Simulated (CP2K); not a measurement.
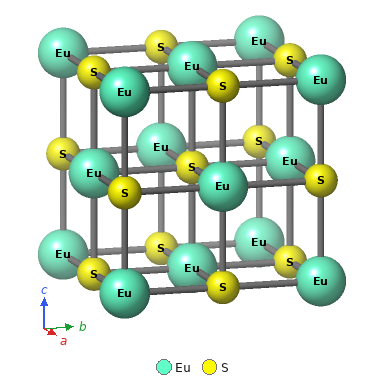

System: EuS, space group Fm-3m (No. 225). The picture shows the conventional cell.

Starting cell:
```
Eu S
1.0
     4.21224    0.00000    0.00000
     2.10612    3.64790    0.00000
     2.10612    1.21597    3.43928
Eu S
1 1
Direct
  0.00000 0.00000 0.00000
  0.50000 0.50000 0.50000
```

Calculation (CP2K 2026.2): DFT in Gaussian orbitals with a plane-wave density, collinear spins; energies at scaled volumes of the given cell, shape and fractions fixed, counted from the fit's minimum, third-order Birch-Murnaghan fit. Level: PBEsol, collinear spin.

```
         setting                                                                                                                       value
          k mesh                                                                                                                       8×8×8
     occupations                                                                                                                 Fermi–Dirac
  smearing width                                                                                                                     0.05 eV
      potentials                                                                                                 GTH PBE with UZH DZVP basis
  density cutoff                                                                                                                     6123 eV
program settings  ngrids 5, basis sets Eu DZVP-MOLOPT-SR-GTH-q17, basis sets S DZVP-MOLOPT-PBE-GTH-q6, cutoff ry 450 Ry, rel cutoff ry 60 Ry
```

What does the calculation give for the energy and pressure against volume? The volume takes the values 24.84, 25.37, 25.90, 26.42, 26.95, 27.48, 28.01 Å³/atom.

A third-order Birch–Murnaghan fit gives V0 = 25.69 Å³/atom, B0 = 51.4 GPa and B′ = 3.1. The energy is 4.81 meV/atom at volume 24.84 Å³/atom and 29.73 meV/atom at 28.01 Å³/atom; the lowest computed point is at volume 25.90 Å³/atom (0.25 meV/atom), in a single well. The pressure falls from 1.89 GPa at volume 24.84 Å³/atom to −3.86 GPa at 28.01 Å³/atom, and changes sign near 25.69 Å³/atom.

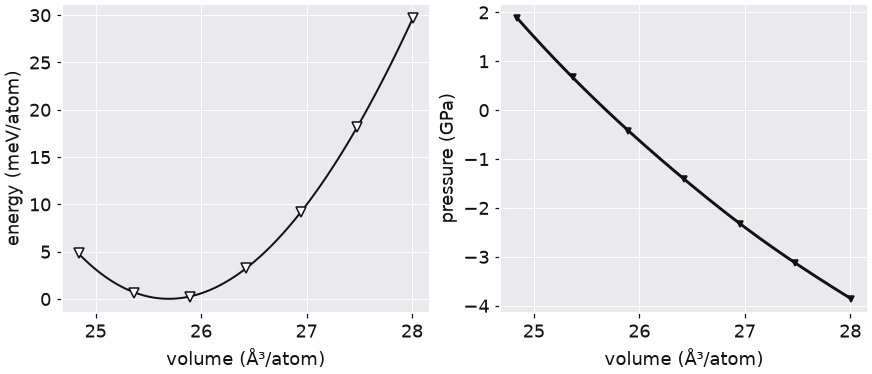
